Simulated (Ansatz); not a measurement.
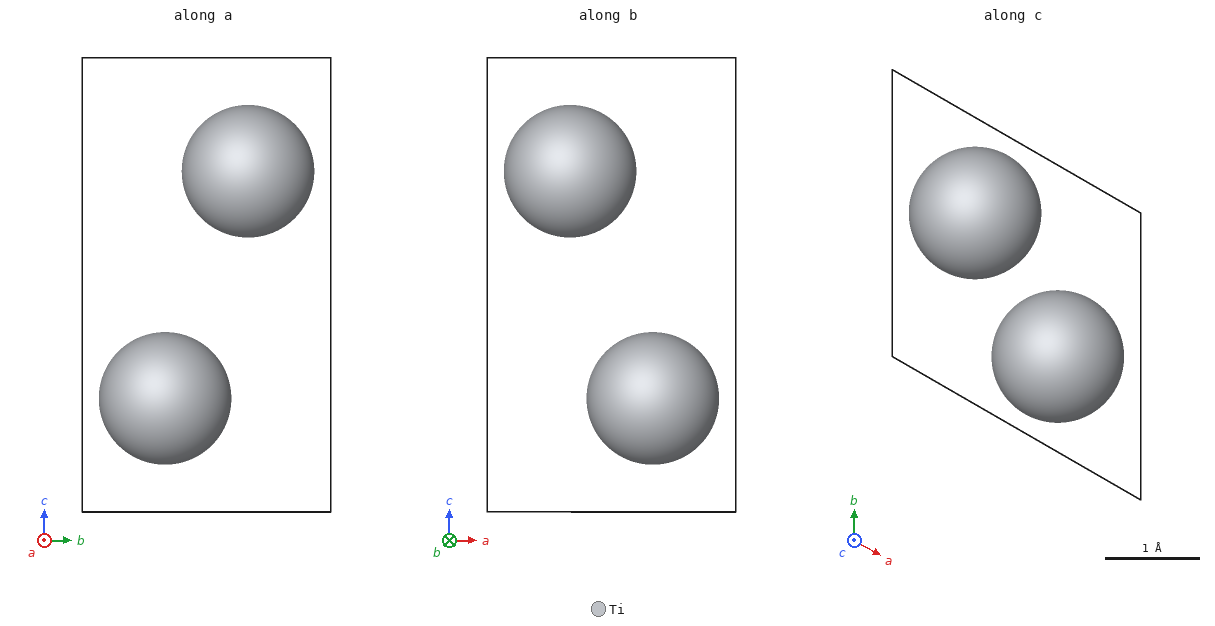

Shown here is a spheres-only view of the crystal, taken along the a axis, along the b axis and along the c axis. One unit cell is framed, with atoms on its boundary repeated.

Lattice parameters: a = 3.0518 Å, b = 3.0529 Å, c = 4.8343 Å, α = 89.986°, β = 90.028°, γ = 119.988°.

Question: Convert the drawing into a CIF in P1 with every atom of the cell.

Answer:
```cif
data_structure
_symmetry_space_group_name_H-M 'P 1'
_symmetry_Int_Tables_number 1
_cell_length_a 3.0518
_cell_length_b 3.0529
_cell_length_c 4.8343
_cell_angle_alpha 89.986
_cell_angle_beta 90.028
_cell_angle_gamma 119.988
_cell_volume 39.01
loop_
_atom_site_label
_atom_site_type_symbol
_atom_site_fract_x
_atom_site_fract_y
_atom_site_fract_z
_atom_site_occupancy
Ti1 Ti 0.3331 0.6669 0.7500 1
Ti2 Ti 0.6661 0.3331 0.2500 1
```

Source of the structure: a structure type filled with this element by a generator (whether the element takes this form wasn't checked). Earlier steps of the study may have refined or changed the cell and positions. It was run through Ansatz as a DFT input.

At this level of theory the cell isn't at rest (stretched, at -10 GPa), so its distances can differ from those at equilibrium, the more so the softer the solid.
